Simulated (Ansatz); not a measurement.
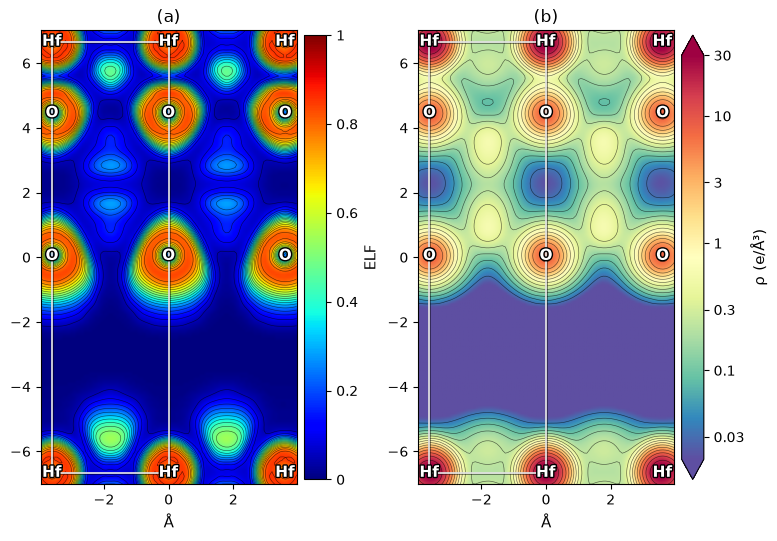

*HfO₂. (a) ELF; (b) valence pseudo-density on the (010) plane of the conventional cell.*

Space group P-3m1; not relaxed (largest force 0.9 eV/Å); computed pressure about −6 GPa in this cell.

The calculation used Ansatz 0.2.0, DFT PBE, scalar-relativistic, plane waves, PAW.

In a PAW calculation such maps are meaningful between the atoms, not at the nuclei.

Question: Read the bonding off the picture.

Answer:
- The section cuts through Hf and O sites.
- Hf–O (2.21 Å): ρ is about 0.55 e/Å³ halfway; the ELF peaks at about 0.85 in the valence shell of O, 0.6 Å from its nucleus, and drops to about 0.15 between the two atoms (no localised pair shows between them).
- The density dies away to nearly zero in the voids.
- The features right at Hf lie inside the PAW spheres, where the map follows smoothed inner orbitals and isn't to be read closely.

Question: Does the calculation give a band gap?

Answer: It is gapped, with a Kohn–Sham gap of 4.2 eV on the k-point mesh, an upper bound to the gap of this method.
